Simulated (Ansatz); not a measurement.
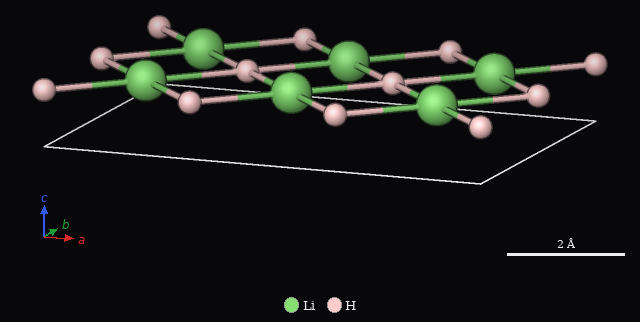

Lattice vibrations of a free-standing layer of LiH (a generated structure), at the zone centre. Style: ball-and-stick. Shown: the 3 × 2 repeat of the cell, outlined in the plane, without the vacuum, slightly off an axis.

Level of theory: DFT PBE, scalar-relativistic, plane waves, PAW in Ansatz. Settings: plane-wave cutoff 420 eV; k-point mesh 10 × 10 × 1; occupations fixed; no spin polarisation.

Frequencies are those without the non-analytic (LO–TO) term.

Question: Which optical modes does it have, at what frequencies, and is it stable there?

Answer: The calculation's cell holds 2 atoms, so there are 3 optical modes, in 2 levels. The optical modes span E_u + A₂u. No level is unstable.

| level | symmetry | frequency (cm⁻¹) | activity |
| --- | --- | --- | --- |
| 1 | E_u | 799 | infrared-active |
| 2 | A₂u | 824 | infrared-active |

The displacement patterns (one member of each degenerate set):

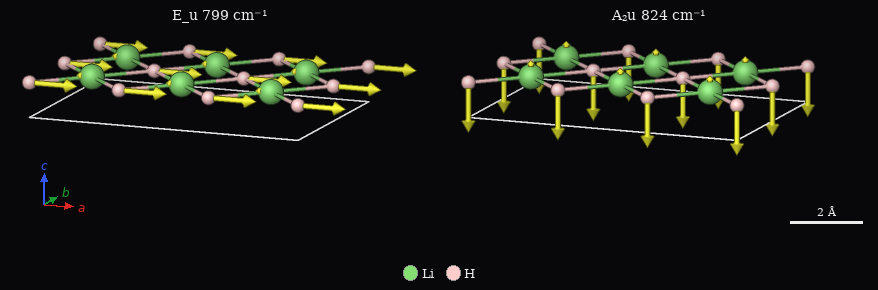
